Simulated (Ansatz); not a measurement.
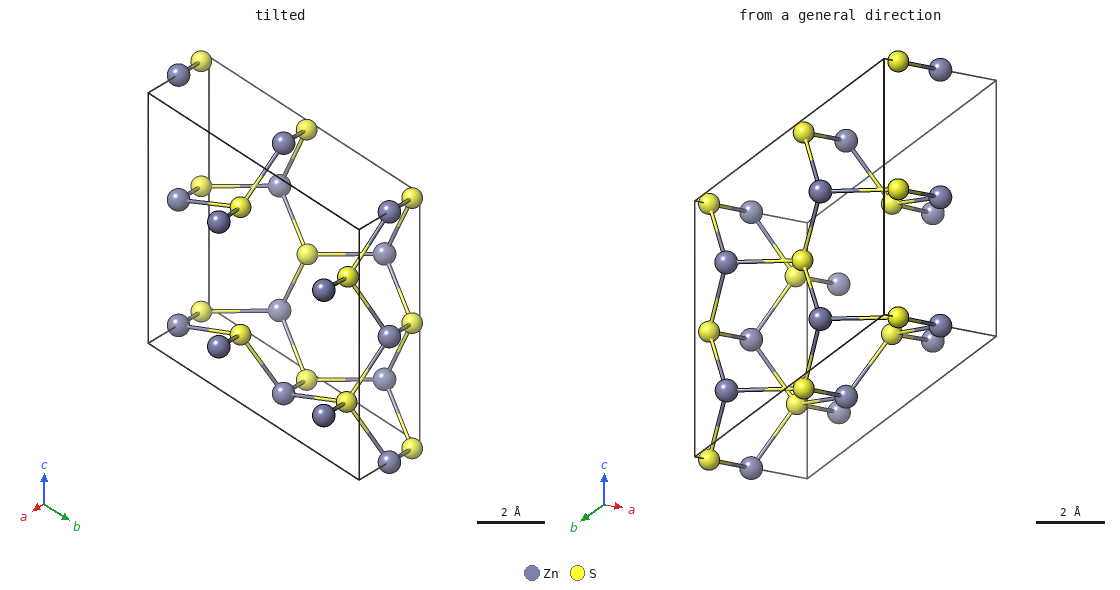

A ball-and-stick rendering, viewed slightly off an axis and from a general direction. The supercell is outlined; an atom on or near a face, edge or corner is repeated at each equivalent position. The host is ZnS, in a cell of 16 sites, and the cell is neutral.

Question: What kind of defect was put in?

Answer: A zinc vacancy. Around the empty site lie four S at about 2.4 Å.

Results below were computed with DFT PBE, scalar-relativistic, plane waves, PAW in Ansatz; the settings were a kinetic-energy cutoff of 420 eV, a 4×3×3 k-point mesh, Gaussian smearing of 0.01 eV, collinear spins.

Question: Is there a net spin in the supercell?

Answer: Yes, 1.8 μB in the cell.

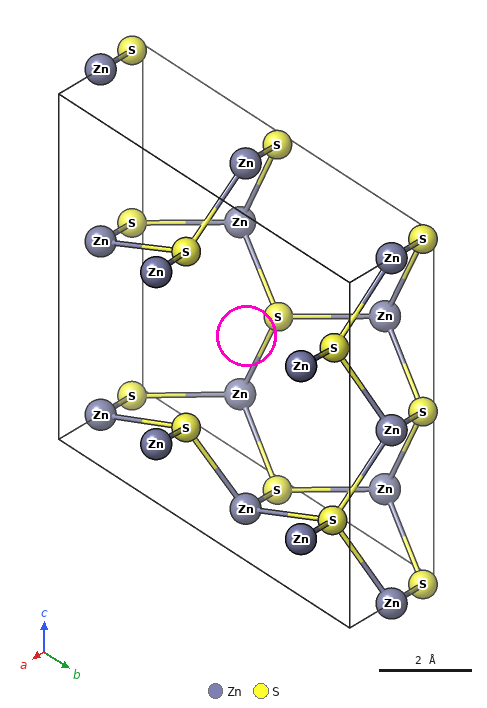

The same cell with a ring at the defect's site.

The atoms were relaxed in the host's cell with Ansatz 0.2.0, DFT PBE, scalar-relativistic, plane waves, PAW.
